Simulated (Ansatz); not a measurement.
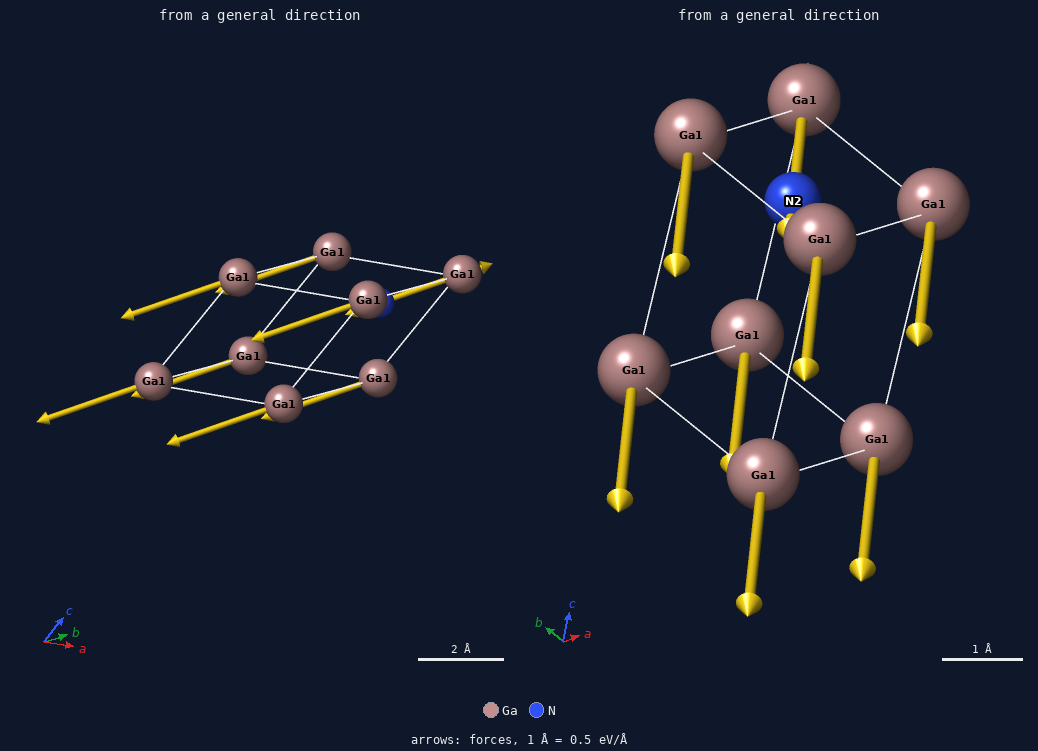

Shown here is a spheres-only view of the crystal, taken from two general directions. The frame is the simulation cell; atoms at its boundary are shown with their periodic copies. The arrows are the computed forces on the atoms.

System: GaN. The numbers come from DFT r2SCAN, scalar-relativistic, plane waves, PAW (Ansatz 0.2.0), using 500 eV cutoff, a 10×10×10 k-point grid, Gaussian smearing of 0.2 eV, no spin polarisation.

### Has this structure been optimised to equilibrium?

No. The atoms still feel forces of up to about 1.3 eV/Å, far above a usual threshold of 0.01 to 0.03 eV/Å.

### Find the atom with the largest force.

Ga1 and N2, about 1.3 eV/Å.

Source of the structure: a structure listed in the Materials Project. The cell was then strained or its atoms displaced on purpose. Ansatz was used for an electronic-structure calculation on it.
